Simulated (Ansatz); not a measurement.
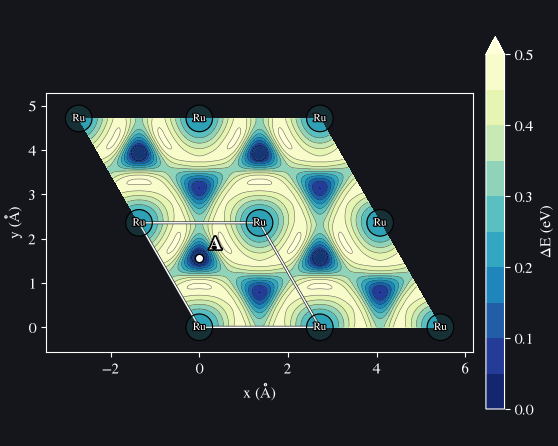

S on a Ru(001) slab cut from the P6_3/mmc phase, its upper half relaxed before the scan (4 atoms of substrate and one adsorbate in a 1 × 1 cell). 
- S is moved over the surface cell; relaxed at each place: the height of the adsorbate's atoms; substrate rigid; the origin of the map has the adsorbate above Ru4.
- Places are given modulo a cell vector. The map is drawn in real space over the plane of the surface.
- The grid has 6 × 6 points; 10 points were computed and 26 follow by symmetry.
- All energies are given in eV relative to the lowest grid point.
- With one adsorbate in each 1 × 1 cell, its nearest image is 2.7 Å away, so neighbouring adsorbates interact.
- The calculation used Ansatz 0.2.0, DFT PBE, scalar-relativistic, plane waves, PAW. Settings: cutoff 420 eV, k-mesh 12×12×1, gaussian smearing 0.1 eV, no spin polarisation.

In the figure: filled contours, labelled circles for the atoms of the top layer and small ones for the second layer, the outline of one cell of the 2 × 2 shown, one colour for all values above the top of the scale, the point A. Between grid points the surface is interpolated.

### Find the lowest pass out of the well at A.

The easiest path leads from the well at a threefold hollow over a second-layer Ru atom, (2/6, 4/6) of the cell vectors to the well at a threefold hollow, (4/6, 2/6) of the cell vectors, about 0.049 eV higher. Its highest point lies about 0.34 eV above the bottom of the first well on the interpolated surface, at a bridge site between two Ru atoms, (3/6, 0/6) of the cell vectors. Seen from the upper well the barrier is about 0.29 eV. This is the barrier on the constrained surface; relaxing the other coordinates would change it.

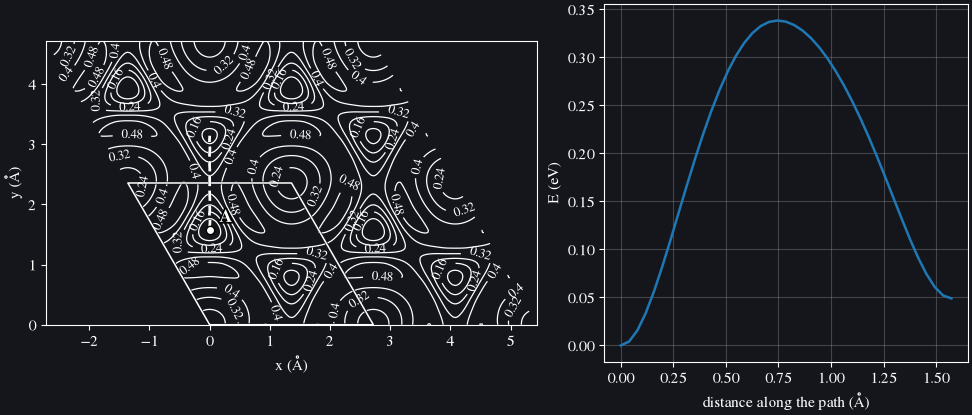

In the figure: contour lines labelled in eV (none above 0.56), a line along the lowest path, the outline of one cell of the 2 × 2 shown, the energy along the path at the right. Between grid points the surface is interpolated.

PAW datasets: the set soft_1.
